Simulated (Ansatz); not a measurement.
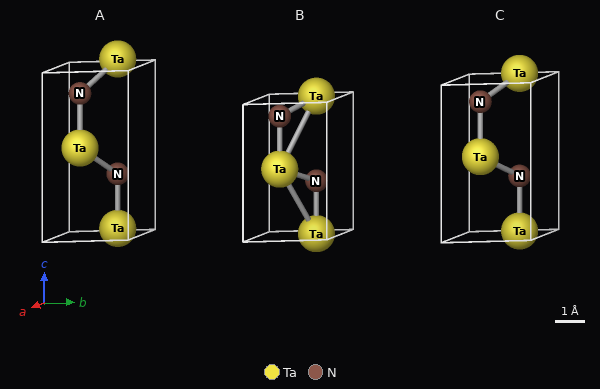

3 geometries from one relaxation of a crystal of TaN (set up in P6_3mc) (coarse preliminary run), in shuffled order. Style: ball-and-stick. Shown: the cell of the calculation, slightly off an axis.

These are results of DFT r2SCAN, scalar-relativistic, plane waves, PAW (Ansatz), not measurements. (plane-wave cutoff 500 eV; k-point mesh 6 × 6 × 4; occupations gaussian; smearing width 0.1 eV; no spin polarisation; cell and atoms relaxed; force threshold 0.05 eV/Å; at most 80 steps)

Question: Put them in the order of the run, from the start to the converged end.

Answer: B, C, A. They are steps 0, 3, 11, at +1362 meV per atom, +92.1 meV per atom relative to the last. The largest moves relative to the cell, 0.19 Å, are those of Ta and N atoms. By element the largest moves are N 0.19 Å, Ta 0.19 Å. The drawn cell changes as follows: a = b 3.050 → 3.133 Å (+2.7 %), c 4.940 → 6.088 Å (+23.2 %); the volume changes by +30.0 %. Some distances before and after: Ta–Ta 3.033 → 3.541 Å, N–Ta 1.850 → 2.108 Å, Ta–Ta 3.050 → 3.133 Å, N–Ta 1.902 → 1.961 Å. Among the angles between lasting bonds that change: Ta–N–Ta 111.0° → 96.0°, Ta–N–Ta 107.9° → 120.9°. The space group stays P6_3mc (No. 186). After 9 accepted moves (11 points after the start) the energy has fallen by 1362 meV per atom. The largest force component goes from 2.3 to 0.00061 eV/Å. The pressure goes from 134.45 to 0.08 GPa. The SCF was repeated twice at an unchanged geometry on a basis and grid sized afresh for the cell, which shifted the energy by 9.0 meV per atom at most. Cost: 12 s on 2 threads of AMD EPYC 9R45 96-Core Processor (Zen 5), with other jobs on the host, peak memory 0.53 GiB.
